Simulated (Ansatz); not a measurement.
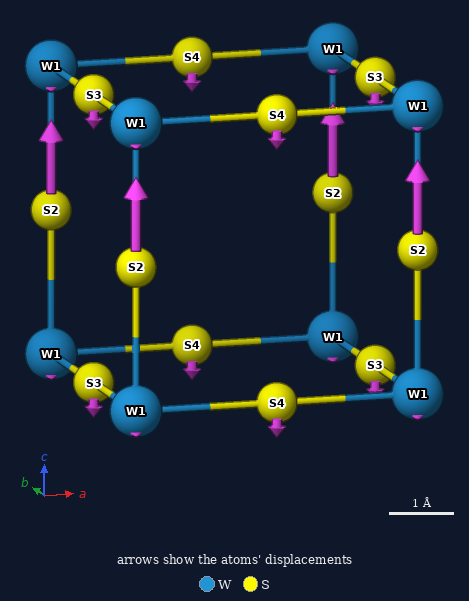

Lattice vibrations of solid WS₃ (a generated structure), at the zone centre. The optical levels lie at 91 (×3), 117 (×3), 387 (×3) cm⁻¹. One mode is drawn. The pink arrows give the relative displacements of the atoms. A ball-and-stick model of the cell of the calculation, seen slightly off an axis.

Method: Ansatz 0.2.0, DFT PBEsol, scalar-relativistic, plane waves, PAW. Settings: plane-wave cutoff 420 eV; k-point mesh 10 × 10 × 10; occupations fermi dirac; smearing width 0.15 eV; no spin polarisation.

The frequencies depend somewhat on the k-mesh and the smearing.

To which level does it belong?

The level at 387 cm⁻¹. This is the T₁u mode (triply degenerate; one member of the set is drawn), the highest optical level, infrared-active by symmetry. All motion is along c; of the bonds it mainly stretches S–W, some lengthening while others shorten; the kinetic energy is shared as S 97 %, W 3 %. The crystal is a metal, so free carriers screen the infrared response.
